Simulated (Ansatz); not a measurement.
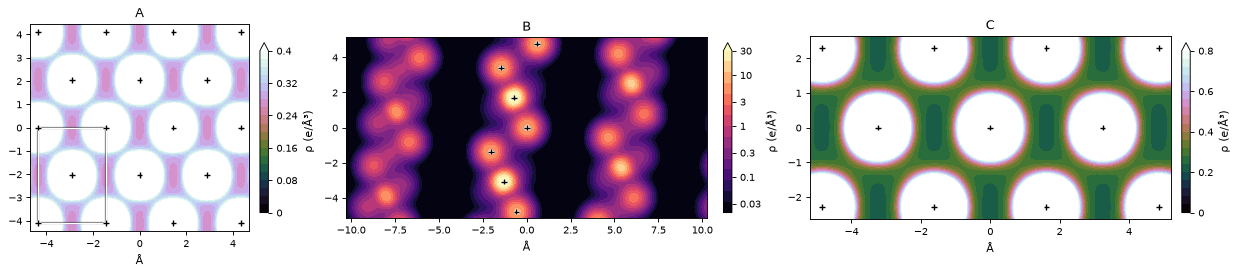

The valence pseudo-density of 3 systems, each on a plane through atoms (crosses mark nuclei in the plane).

All numbers below come from Ansatz 0.2.0, DFT PBEsol, scalar-relativistic, plane waves, PAW.

System 1: V, the (101̄) plane of the conventional cell. Space group Im-3m; changed on purpose from its base cell (volume × 0.94); computed pressure about 14 GPa in this cell; computed without spin polarisation.

```yaml
crystal:
  lattice:
    - [2.89845, 0.00000, 0.00000]
    - [0.00000, 2.89845, 0.00000]
    - [0.00000, 0.00000, 2.89845]
  atoms:
    - { symbol: V, position: [0.00000, 0.00000, 0.00000] }
    - { symbol: V, position: [0.50000, 0.50000, 0.50000] }
```

System 2: Nb, the (101̄) plane of the conventional cell. Space group Im-3m; changed on purpose from its base cell (volume × 0.97); computed pressure about 6 GPa in this cell; computed without spin polarisation.

```
CELL_PARAMETERS angstrom
3.23939 0.00000 0.00000
0.00000 3.23939 0.00000
0.00000 0.00000 3.23939
ATOMIC_POSITIONS crystal
Nb 0.00000 0.00000 0.00000
Nb 0.50000 0.50000 0.50000
```

System 3: NiO2, the (111) plane of the conventional cell. Space group R-3m; a structure from a database of computed crystals, not necessarily the ambient phase; changed on purpose from its base cell (volume × 0.94, shape and atoms relaxed); computed without spin polarisation.

```
Ni O
1.0
     2.78300    0.00000    0.00000
    -1.39150    2.41015    0.00000
     0.00000    0.00000   19.68865
Ni O
3 6
Direct
  0.00000 0.00000 0.00000
  0.66667 0.33333 0.33333
  0.33333 0.66667 0.66667
  0.33333 0.66667 0.28591
  0.00000 0.00000 0.61924
  0.66667 0.33333 0.95257
  0.33333 0.66667 0.04743
  0.00000 0.00000 0.38076
  0.66667 0.33333 0.71409
```

Match each panel to its system.

Answer. Panel A is system 1, V: the plane holds V. V–V (2.51 Å): ρ at the midpoint is about 0.33 e/Å³. Panel B is system 3, NiO2: the plane holds Ni and O. Ni–O (1.86 Å): ρ is about 0.86 e/Å³ halfway. Panel C is system 2, Nb: the plane holds Nb. Nb–Nb (2.81 Å): the density is about 0.31 e/Å³ at the midpoint.
